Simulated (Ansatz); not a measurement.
## Run report: Si4N, geometry relaxation (part 3 of 3)

The same run, continued: Si4N (slab, 10 atoms in the cell); DFT PBEsol, scalar-relativistic, plane waves, PAW, no spin polarisation (Ansatz 0.2.0); cutoff 420 eV, 8×6×1 k-mesh, Gaussian smearing of 0.05 eV. The structure derives from an entry of the Crystallography Open Database. The input holds or restrains some coordinates. Forces given for the steps count only the free coordinates. It belongs to a series of runs on one base structure; here: N2 put at a top Si site.

Geometry of the input (Å; fractional positions):
```
3.8417  0.0000  0.0000
0.0000  5.4330  0.0000
0.0000  0.0000  25.8626
Si 0.5000  0.0000  0.3287
Si 0.0000  0.2500  0.3287
Si 0.0000  0.5000  0.4029
Si 0.5000  0.7500  0.4029
Si 0.5000  0.0046  0.4773
Si 0.0000  0.2454  0.4773
Si 0.0000  0.5107  0.5465
Si 0.5000  0.7393  0.5465
N  0.0000  0.5107  0.6246
N  0.0000  0.5107  0.6671
```

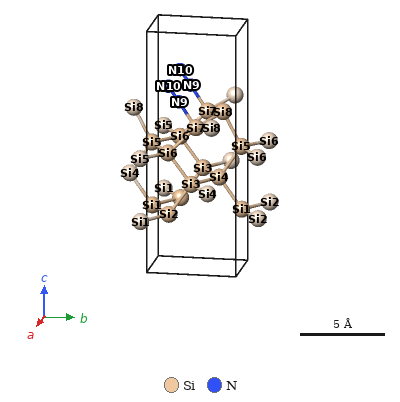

The geometry at step 10 of the log (ball-and-stick view of the cell of the calculation, with the vacuum cut short, seen slightly off an axis; neighbours outside the cell are drawn fainter; atoms are numbered from 1 in the order of the input).

Trajectory as extended XYZ, continued:
```
10
Lattice="3.8417 0.0000 0.0000 0.0000 5.4330 0.0000 0.0000 0.0000 25.8626" Properties=species:S:1:pos:R:3:forces:R:3 step=2 energy=-5723.91037
Si    1.9209    0.0000    8.5000    0.0000   0.3750   0.4622
Si    0.0000    1.3583    8.5000    0.0000  -0.3589  -0.0107
Si    0.0000    2.7165   10.4209    0.0000   0.0337   0.0270
Si    1.9209    4.0748   10.4209    0.0000  -0.0431  -0.4249
Si    1.9209    0.0250   12.3407    0.0000  -0.2000  -0.1049
Si    0.0000    1.3370   12.3518    0.0000  -0.1240  -0.0915
Si    0.0000    2.8887   14.1019    0.0000   0.1254  -0.1323
Si    1.9209    4.1766   14.2395    0.0000   0.4650   0.5254
N     0.0000    2.7206   16.1235    0.0000  -0.2582   0.7184
N     0.0000    2.5986   17.2413    0.0000  -0.0157  -0.9712
10
Lattice="3.8417 0.0000 0.0000 0.0000 5.4330 0.0000 0.0000 0.0000 25.8626" Properties=species:S:1:pos:R:3:forces:R:3 step=3 energy=-5724.06641
Si    1.9209    0.0000    8.5000    0.0000   0.4401   0.4570
Si    0.0000    1.3583    8.5000    0.0000  -0.4215   0.0059
Si    0.0000    2.7165   10.4209    0.0000  -0.0091   0.0570
Si    1.9209    4.0748   10.4209    0.0000  -0.0636  -0.3843
Si    1.9209   -0.0152   12.3659    0.0000   0.0178  -0.0102
Si    0.0000    1.3178   12.3463    0.0000   0.0472  -0.0419
Si    0.0000    2.9811   14.0342    0.0000   0.1926   0.0255
Si    1.9209    4.2977   14.3920    0.0000   0.2325   0.1370
N     0.0000    2.6867   16.0489    0.0000  -0.6201   0.9948
N     0.0000    2.4993   17.1584    0.0000   0.1841  -1.2397
10
Lattice="3.8417 0.0000 0.0000 0.0000 5.4330 0.0000 0.0000 0.0000 25.8626" Properties=species:S:1:pos:R:3:forces:R:3 step=4 energy=-5724.16398
Si    1.9209    0.0000    8.5000    0.0000   0.4757   0.4373
Si    0.0000    1.3583    8.5000    0.0000  -0.4557   0.0137
Si    0.0000    2.7165   10.4209    0.0000  -0.0087   0.0435
Si    1.9209    4.0748   10.4209    0.0000  -0.0170  -0.3193
Si    1.9209   -0.0108   12.3708    0.0000  -0.0492   0.0248
Si    0.0000    1.3224   12.3491    0.0000   0.0034  -0.1450
Si    0.0000    3.0113   13.9833    0.0000   0.1439   0.2017
Si    1.9209    4.3115   14.4228    0.0000   0.2953   0.0325
N     0.0000    2.5438   15.9437    0.0000  -0.5347   0.6415
N     0.0000    2.3340   17.0459    0.0000   0.1468  -0.9304
10
Lattice="3.8417 0.0000 0.0000 0.0000 5.4330 0.0000 0.0000 0.0000 25.8626" Properties=species:S:1:pos:R:3:forces:R:3 step=5 energy=-5724.26222
Si    1.9209    0.0000    8.5000    0.0000   0.5169   0.3960
Si    0.0000    1.3583    8.5000    0.0000  -0.4908   0.0500
Si    0.0000    2.7165   10.4209    0.0000   0.0435  -0.0444
Si    1.9209    4.0748   10.4209    0.0000   0.0252  -0.2742
Si    1.9209    0.0046   12.3648    0.0000  -0.0039   0.0008
Si    0.0000    1.3486   12.3502    0.0000   0.0574  -0.0642
Si    0.0000    3.0699   13.9789    0.0000   0.1046   0.2332
Si    1.9209    4.4062   14.4656    0.0000  -0.0821   0.0498
N     0.0000    2.3874   15.8533    0.0000  -0.1127  -0.2449
N     0.0000    2.1700   16.9463    0.0000  -0.0580  -0.1040
10
Lattice="3.8417 0.0000 0.0000 0.0000 5.4330 0.0000 0.0000 0.0000 25.8626" Properties=species:S:1:pos:R:3:forces:R:3 step=6 energy=-5724.30989
Si    1.9209    0.0000    8.5000    0.0000   0.5435   0.3771
Si    0.0000    1.3583    8.5000    0.0000  -0.5205   0.0686
Si    0.0000    2.7165   10.4209    0.0000   0.0432  -0.1219
Si    1.9209    4.0748   10.4209    0.0000   0.0632  -0.2083
Si    1.9209    0.0001   12.3783    0.0000   0.0294  -0.0107
Si    0.0000    1.3571   12.3449    0.0000  -0.0099  -0.0395
Si    0.0000    3.0881   13.9644    0.0000  -0.1645   0.1057
Si    1.9209    4.3929   14.4923    0.0000   0.0707   0.0109
N     0.0000    2.2548   15.7344    0.0000   0.1439  -0.3534
N     0.0000    2.0196   16.8223    0.0000  -0.1991   0.1710
10
Lattice="3.8417 0.0000 0.0000 0.0000 5.4330 0.0000 0.0000 0.0000 25.8626" Properties=species:S:1:pos:R:3:forces:R:3 step=7 energy=-5724.34120
Si    1.9209    0.0000    8.5000    0.0000   0.5356   0.3808
Si    0.0000    1.3583    8.5000    0.0000  -0.5156   0.0653
Si    0.0000    2.7165   10.4209    0.0000   0.0403  -0.1496
Si    1.9209    4.0748   10.4209    0.0000   0.0395  -0.2227
Si    1.9209   -0.0072   12.3784    0.0000   0.0183   0.0129
Si    0.0000    1.3487   12.3346    0.0000  -0.0206  -0.0028
Si    0.0000    3.0617   13.9751    0.0000  -0.1089   0.0535
Si    1.9209    4.3787   14.4930    0.0000   0.0162   0.0230
N     0.0000    2.1776   15.6824    0.0000   0.0922  -0.0436
N     0.0000    1.8351   16.7451    0.0000  -0.0969  -0.1165
10
Lattice="3.8417 0.0000 0.0000 0.0000 5.4330 0.0000 0.0000 0.0000 25.8626" Properties=species:S:1:pos:R:3:forces:R:3 step=8 energy=-5724.36288
Si    1.9209    0.0000    8.5000    0.0000   0.5318   0.3847
Si    0.0000    1.3583    8.5000    0.0000  -0.5188   0.0632
Si    0.0000    2.7165   10.4209    0.0000   0.0259  -0.1829
Si    1.9209    4.0748   10.4209    0.0000   0.0192  -0.2215
Si    1.9209   -0.0197   12.3855    0.0000   0.0023  -0.0048
Si    0.0000    1.3321   12.3196    0.0000  -0.0161   0.0068
Si    0.0000    3.0328   13.9666    0.0000  -0.0352   0.0060
Si    1.9209    4.3507   14.4950    0.0000  -0.0109   0.0185
N     0.0000    2.0984   15.6137    0.0000   0.0558   0.0914
N     0.0000    1.6629   16.6434    0.0000  -0.0542  -0.1612
10
Lattice="3.8417 0.0000 0.0000 0.0000 5.4330 0.0000 0.0000 0.0000 25.8626" Properties=species:S:1:pos:R:3:forces:R:3 step=9 energy=-5724.37609
Si    1.9209    0.0000    8.5000    0.0000   0.5312   0.3829
Si    0.0000    1.3583    8.5000    0.0000  -0.5288   0.0674
Si    0.0000    2.7165   10.4209    0.0000  -0.0021  -0.2147
Si    1.9209    4.0748   10.4209    0.0000  -0.0067  -0.2197
Si    1.9209   -0.0380   12.3960    0.0000   0.0161  -0.0165
Si    0.0000    1.3083   12.3014    0.0000   0.0268   0.0026
Si    0.0000    3.0136   13.9383    0.0000  -0.0274   0.0360
Si    1.9209    4.3165   14.5006    0.0000   0.0086  -0.0257
N     0.0000    2.0318   15.5415    0.0000  -0.0532   0.2379
N     0.0000    1.5003   16.5270    0.0000   0.0352  -0.2502
10
Lattice="3.8417 0.0000 0.0000 0.0000 5.4330 0.0000 0.0000 0.0000 25.8626" Properties=species:S:1:pos:R:3:forces:R:3 step=10 energy=-5724.38153
Si    1.9209    0.0000    8.5000    0.0000   0.5277   0.3957
Si    0.0000    1.3583    8.5000    0.0000  -0.5236   0.0660
Si    0.0000    2.7165   10.4209    0.0000   0.0147  -0.2284
Si    1.9209    4.0748   10.4209    0.0000   0.0016  -0.2224
Si    1.9209   -0.0298   12.3933    0.0000  -0.0352   0.0017
Si    0.0000    1.3149   12.3024    0.0000  -0.0044  -0.0120
Si    0.0000    3.0043   13.9530    0.0000  -0.0058   0.0283
Si    1.9209    4.3122   14.4944    0.0000  -0.0288   0.0196
N     0.0000    1.9622   15.5083    0.0000  -0.4075   0.7612
N     0.0000    1.3288   16.4400    0.0000   0.4624  -0.8115
10
Lattice="3.8417 0.0000 0.0000 0.0000 5.4330 0.0000 0.0000 0.0000 25.8626" Properties=species:S:1:pos:R:3:forces:R:3 step=11 energy=-5724.38651
Si    1.9209    0.0000    8.5000    0.0000   0.5319   0.3837
Si    0.0000    1.3583    8.5000    0.0000  -0.5321   0.0777
Si    0.0000    2.7165   10.4209    0.0000  -0.0029  -0.2287
Si    1.9209    4.0748   10.4209    0.0000  -0.0057  -0.2278
Si    1.9209   -0.0360   12.3950    0.0000   0.0204   0.0081
Si    0.0000    1.3107   12.3010    0.0000   0.0197  -0.0420
Si    0.0000    3.0092   13.9454    0.0000   0.0229  -0.0499
Si    1.9209    4.3111   14.4975    0.0000  -0.0244   0.0043
N     0.0000    1.9506   15.4699    0.0000  -0.2556   0.4828
N     0.0000    1.2800   16.3715    0.0000   0.2240  -0.4087
10
Lattice="3.8417 0.0000 0.0000 0.0000 5.4330 0.0000 0.0000 0.0000 25.8626" Properties=species:S:1:pos:R:3:forces:R:3 step=12 energy=-5724.39217
Si    1.9209    0.0000    8.5000    0.0000   0.5306   0.3905
Si    0.0000    1.3583    8.5000    0.0000  -0.5361   0.0766
Si    0.0000    2.7165   10.4209    0.0000   0.0144  -0.2543
Si    1.9209    4.0748   10.4209    0.0000   0.0071  -0.2103
Si    1.9209   -0.0357   12.4004    0.0000   0.0006   0.0028
Si    0.0000    1.3097   12.2946    0.0000   0.0083   0.0010
Si    0.0000    3.0061   13.9429    0.0000  -0.0522   0.0239
Si    1.9209    4.2964   14.4974    0.0000   0.0082  -0.0006
N     0.0000    1.9059   15.4603    0.0000   0.0851  -0.0679
N     0.0000    1.1599   16.2945    0.0000  -0.0656   0.0387
10
Lattice="3.8417 0.0000 0.0000 0.0000 5.4330 0.0000 0.0000 0.0000 25.8626" Properties=species:S:1:pos:R:3:forces:R:3 step=13 energy=-5724.39338
Si    1.9209    0.0000    8.5000    0.0000   0.5302   0.3929
Si    0.0000    1.3583    8.5000    0.0000  -0.5384   0.0764
Si    0.0000    2.7165   10.4209    0.0000   0.0123  -0.2602
Si    1.9209    4.0748   10.4209    0.0000   0.0022  -0.2100
Si    1.9209   -0.0391   12.4025    0.0000  -0.0042  -0.0003
Si    0.0000    1.3054   12.2906    0.0000  -0.0003   0.0002
Si    0.0000    2.9931   13.9450    0.0000   0.0047   0.0068
Si    1.9209    4.2856   14.4960    0.0000   0.0040  -0.0001
N     0.0000    1.8828   15.4462    0.0000  -0.0027   0.0021
N     0.0000    1.1057   16.2537    0.0000  -0.0078  -0.0080
10
Lattice="3.8417 0.0000 0.0000 0.0000 5.4330 0.0000 0.0000 0.0000 25.8626" Properties=species:S:1:pos:R:3:forces:R:3 step=14 energy=-5724.39264 accepted=F
Si    1.9209    0.0000    8.5000    0.0000   0.5387   0.3849
Si    0.0000    1.3583    8.5000    0.0000  -0.5521   0.0848
Si    0.0000    2.7165   10.4209    0.0000   0.0069  -0.2713
Si    1.9209    4.0748   10.4209    0.0000   0.0071  -0.1996
Si    1.9209   -0.0408   12.4055    0.0000  -0.0023  -0.0040
Si    0.0000    1.3034   12.2877    0.0000   0.0101  -0.0215
Si    0.0000    2.9845   13.9487    0.0000  -0.0241   0.0400
Si    1.9209    4.2772   14.4958    0.0000  -0.0375   0.0080
N     0.0000    1.8171   15.4069    0.0000  -0.2498   0.2548
N     0.0000    0.9728   16.1518    0.0000   0.3031  -0.2762
10
Lattice="3.8417 0.0000 0.0000 0.0000 5.4330 0.0000 0.0000 0.0000 25.8626" Properties=species:S:1:pos:R:3:forces:R:3 step=15 energy=-5724.39385
Si    1.9209    0.0000    8.5000    0.0000   0.5323   0.3909
Si    0.0000    1.3583    8.5000    0.0000  -0.5438   0.0794
Si    0.0000    2.7165   10.4209    0.0000   0.0097  -0.2645
Si    1.9209    4.0748   10.4209    0.0000   0.0052  -0.2031
Si    1.9209   -0.0412   12.4052    0.0000   0.0016   0.0017
Si    0.0000    1.3043   12.2889    0.0000  -0.0042   0.0018
Si    0.0000    2.9876   13.9493    0.0000  -0.0013   0.0005
Si    1.9209    4.2785   14.4975    0.0000   0.0085  -0.0027
N     0.0000    1.8542   15.4308    0.0000  -0.0999   0.0837
N     0.0000    1.0405   16.2044    0.0000   0.0919  -0.0877
10
Lattice="3.8417 0.0000 0.0000 0.0000 5.4330 0.0000 0.0000 0.0000 25.8626" Properties=species:S:1:pos:R:3:forces:R:3 step=16 energy=-5724.39391
Si    1.9209    0.0000    8.5000    0.0000   0.5343   0.3893
Si    0.0000    1.3583    8.5000    0.0000  -0.5463   0.0808
Si    0.0000    2.7165   10.4209    0.0000   0.0087  -0.2665
Si    1.9209    4.0748   10.4209    0.0000   0.0046  -0.2025
Si    1.9209   -0.0409   12.4051    0.0000  -0.0043  -0.0016
Si    0.0000    1.3038   12.2885    0.0000   0.0034  -0.0033
Si    0.0000    2.9855   13.9500    0.0000   0.0001  -0.0008
Si    1.9209    4.2782   14.4968    0.0000  -0.0143   0.0047
N     0.0000    1.8409   15.4237    0.0000   0.0329  -0.0120
N     0.0000    1.0229   16.1911    0.0000  -0.0193   0.0117
10
Lattice="3.8417 0.0000 0.0000 0.0000 5.4330 0.0000 0.0000 0.0000 25.8626" Properties=species:S:1:pos:R:3:forces:R:3 step=17 energy=-5724.39395
Si    1.9209    0.0000    8.5000    0.0000   0.5337   0.3892
Si    0.0000    1.3583    8.5000    0.0000  -0.5461   0.0803
Si    0.0000    2.7165   10.4209    0.0000   0.0077  -0.2671
Si    1.9209    4.0748   10.4209    0.0000   0.0036  -0.2025
Si    1.9209   -0.0422   12.4057    0.0000   0.0019  -0.0007
Si    0.0000    1.3028   12.2876    0.0000   0.0014  -0.0006
Si    0.0000    2.9860   13.9477    0.0000  -0.0023   0.0009
Si    1.9209    4.2764   14.4974    0.0000   0.0018  -0.0021
N     0.0000    1.8457   15.4244    0.0000   0.0043  -0.0040
N     0.0000    1.0278   16.1920    0.0000  -0.0061   0.0065
```

Key numbers:

- outcome: converged under the restraints of the input
- electrons treated: 42
- free energy: −5724.3939 eV
- work function, top face: 4.32 eV
- work function, bottom face: 4.96 eV
- Fermi energy: −0.969 eV
- gap on the k-point mesh: none (metallic)
- final volume: 539.81 Å³
- work function (upper face): 4.32 eV
- largest force (length of the vector) at the end, held atoms and coordinates included: 0.661 eV/Å
- hardware: 2 threads of Intel Xeon (Sapphire Rapids), 192 GiB of memory available, shared host
- wall time: 5.9 min (CPU time 12 min)
- peak memory: 0.81 GiB

Remarks:

Warnings of the run: the exchange-correlation potential is rough where the density is thin.
